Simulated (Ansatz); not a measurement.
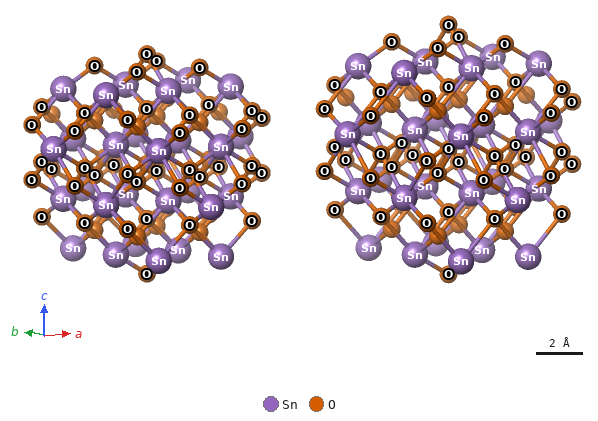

Two geometries of solid SnO2 (a generated structure, set up in P4_2/nmc) (coarse preliminary run), drawn at one scale. One is the start of a relaxation, the other its converged end. The picture is a ball-and-stick view of the atoms within 5.8 Å of the atom that moves most (axes of the cell of the calculation), seen from a free direction.

Method: DFT PBE, scalar-relativistic, plane waves, PAW (Ansatz). Settings: plane-wave cutoff 420 eV; k-point mesh 6 × 6 × 4; occupations gaussian; smearing width 0.1 eV; no spin polarisation; cell and atoms relaxed; force threshold 0.05 eV/Å; at most 60 steps.

Which of the two is the end point?

The right one is the relaxed one. Case: Hf → Sn on all its sites, cell and atoms relaxed. After 7 accepted moves (9 points after the start) the energy has fallen by 571 meV per atom. Largest force component: 1.1 eV/Å at the start, 0.0041 eV/Å at the end. The pressure goes from 86.59 to −0.12 GPa. The SCF was repeated twice at an unchanged geometry on a basis and grid sized afresh for the cell, which shifted the energy by 50.4 meV per atom at most. The largest moves relative to the cell, 0.091 Å, are those of O atoms. Sn stays in place. The volume changes by +32.5 %, with a = b 3.330 → 3.593 Å (+7.9 %), c 4.863 → 5.533 Å (+13.8 %). Near-neighbour distances that change, for instance: O–Sn 2.236 → 2.535 Å, O–Sn 1.912 → 2.046 Å. Bond angles that change, for instance: Sn–O–Sn 96.3° → 90.3°. The space group stays P4_2/nmc (No. 137).
